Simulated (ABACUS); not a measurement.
Run report: C, band-structure run

- system: C (2 atoms in the cell)
- method: Kohn-Sham DFT of a periodic cell, revPBE, SSSP 1.3 efficiency PBE (ABACUS 3.10.1)

The structure derives from an entry of the Crystallography Open Database.

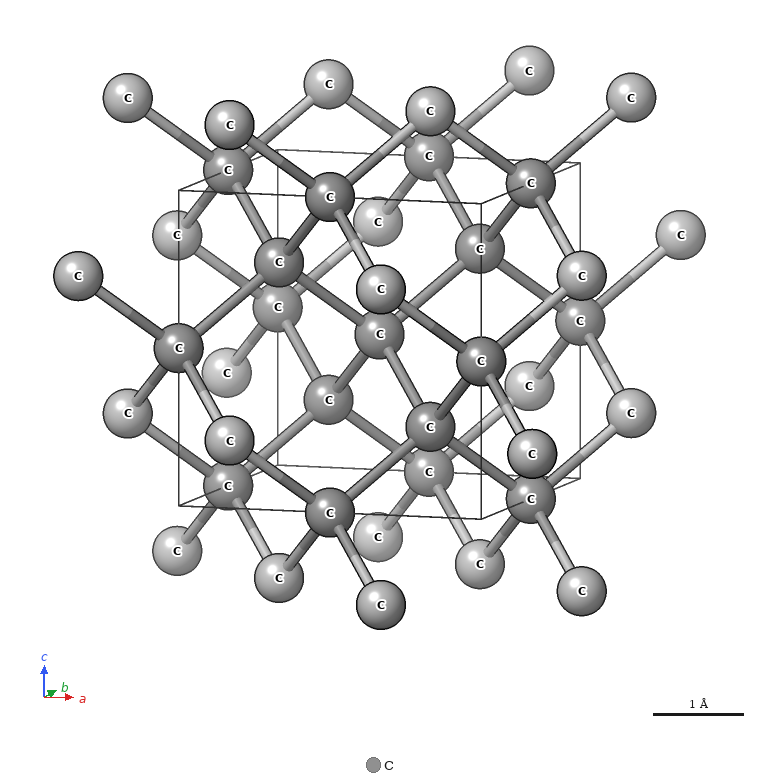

**Figure 1.** The structure (ball-and-stick view of the cell 4 times as large as that of the calculation, set on its symmetry axes, seen slightly off an axis; neighbours outside the cell are drawn fainter). Near neighbours in the crystal (not all of them lie inside the picture): C has 4 C at 1.54 Å.

The input
```
INPUT_PARAMETERS
suffix              C
calculation         scf
basis_type          pw
pseudo_dir          ./
latname             fcc
symmetry            1
dft_functional      revpbe
ecutwfc             55
pseudo_rcut         10
nspin               1
nbands              14
ks_solver           dav
smearing_method     fd
smearing_sigma      0.00367493
scf_thr             1e-08
scf_nmax            100
mixing_type         broyden
mixing_beta         0.7
cal_force           1
cal_stress          1
ecutrho             440
out_chg             1
kpar                4
```

File STRU
```
ATOMIC_SPECIES
C 12.0110 C.pbe-n-kjpaw_psl.1.0.0.UPF

LATTICE_CONSTANT
6.7401617577

ATOMIC_POSITIONS
Direct

C
0.0
2
0.2500000000 0.2500000000 0.2500000000 1 1 1
0.5000000000 0.5000000000 0.5000000000 1 1 1
```

File KPT
```
K_POINTS
0
Gamma
10 10 10 0 0 0
```

Launched with:
```bash
OMP_NUM_THREADS=1 mpirun -np 4 abacus > log
```

The program's output
```
ABACUS v3.10.1

               Atomic-orbital Based Ab-initio Computation at UStc

 ------------------------------------------------------------------------------------

 READING GENERAL INFORMATION
                           global_out_dir = OUT.C/
                           global_in_card = INPUT
                               pseudo_dir = ./
                              orbital_dir =
                                    DSIZE = 4
                                    GSIZE = 1

 READING UNITCELL INFORMATION
                                    ntype = 1
                  lattice constant (Bohr) = 6.74016
              lattice constant (Angstrom) = 3.56674

 READING ATOM TYPE 1
                               atom label = C
                      L=0, number of zeta = 1
                      L=1, number of zeta = 1
                      L=2, number of zeta = 1
             number of atom for this type = 2

                        TOTAL ATOM NUMBER = 2
DIRECT COORDINATES
    atom                   x                   y                   z     mag                  vx                  vy                  vz
taud_C1            0.2500000000        0.2500000000        0.2500000000  0.0000        0.0000000000        0.0000000000        0.0000000000
taud_C2            0.5000000000        0.5000000000        0.5000000000  0.0000        0.0000000000        0.0000000000        0.0000000000

                          Volume (Bohr^3) = 76.551
                             Volume (A^3) = 11.3437

 Lattice vectors: (Cartesian coordinate: in unit of a_0)
                 -0.5                  +0                +0.5
                   +0                +0.5                +0.5
                 -0.5                +0.5                  +0
 Reciprocal vectors: (Cartesian coordinate: in unit of 2 pi/a_0)
                   -1                  -1                  +1
                   +1                  +1                  +1
                   -1                  +1                  -1
 The esolver type has been set to : ksdft_pw

 !!!!!!!!!!!!!!!!!!!!!!!!!!!!!!!!!!!!!!!!!!!!!!!!!!!!!!!!!
                         NOTICE
 !!!!!!!!!!!!!!!!!!!!!!!!!!!!!!!!!!!!!!!!!!!!!!!!!!!!!!!!!

 PAW POTENTIAL IS NOT SUPPORTED
 CHECK IN FILE : OUT.C/warning.log

 !!!!!!!!!!!!!!!!!!!!!!!!!!!!!!!!!!!!!!!!!!!!!!!!!!!!!!!!!
                         NOTICE
 !!!!!!!!!!!!!!!!!!!!!!!!!!!!!!!!!!!!!!!!!!!!!!!!!!!!!!!!!
 Check in file : OUT.C/warning.log
```

File warning.log
```
Pseudopot_upf::read_pseudo_upf201_header  warning : PAW POTENTIAL IS NOT SUPPORTED
```

What the run reported

```csv
quantity,value
outcome,refused by the program
space group (tolerance 0.01 Å),Fd-3m (227)
electrons treated,8
hardware,"4 threads of Intel Xeon (Granite Rapids), 12 GiB of memory available, shared host"
```

What went wrong

The program refused the input: “PAW POTENTIAL IS NOT SUPPORTED”
